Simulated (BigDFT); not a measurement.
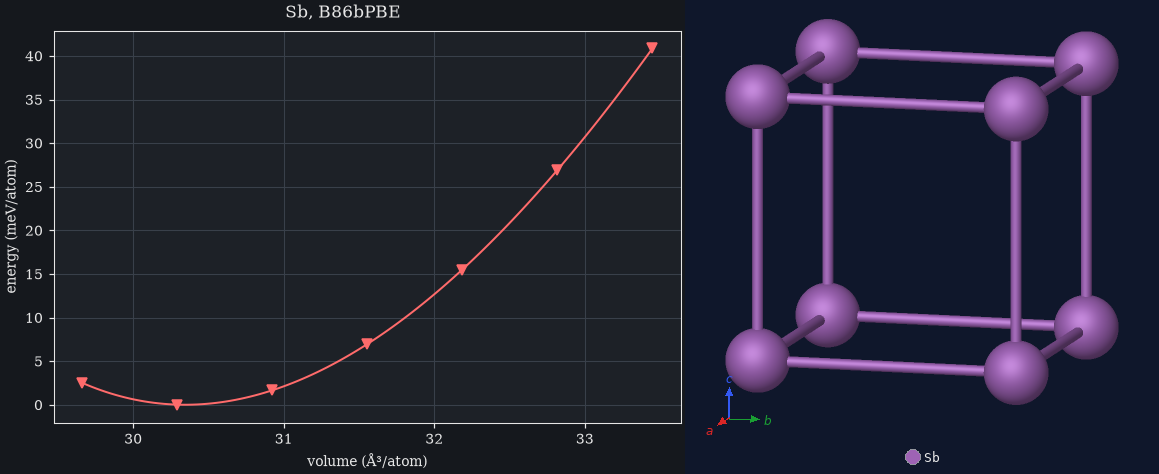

The picture above shows the energy against volume for Sb, space group Pm-3m (No. 221). The conventional cell is drawn beside the plot.

Starting cell:
```xyz
1
Lattice="3.1600 0.0000 0.0000 0.0000 3.1600 0.0000 0.0000 0.0000 3.1600" Properties=species:S:1:pos:R:3 pbc="T T T"
Sb    0.0000    0.0000    0.0000
```

Calculation (BigDFT 1.9.6): DFT in wavelets with pseudopotentials, collinear spins; energies at scaled volumes of the given cell, shape and fractions fixed, counted from the fit's minimum, third-order Birch-Murnaghan fit. Level: B86bPBE, collinear spin.

- k mesh: 3×3×3
- occupations: Methfessel–Paxton
- smearing width: 0.1 eV
- potentials: GTH PBE
- program settings: supercell 1,0,0,0,1,0,0,0,1, grid points 14,14,14

Question: How stiff is the solid, and where is its volume at rest?

Answer: A third-order Birch–Murnaghan fit gives V0 = 30.34 Å³/atom, B0 = 49.9 GPa and B′ = 4.9.

Caveats: coarse mesh; potentials made for another functional.

The computed values:

| volume (Å³/atom) | energy (meV/atom) |
| --- | --- |
| 29.66 | 2.51 |
| 30.29 | 0.01 |
| 30.92 | 1.66 |
| 31.55 | 6.96 |
| 32.19 | 15.50 |
| 32.82 | 26.91 |
| 33.45 | 40.86 |
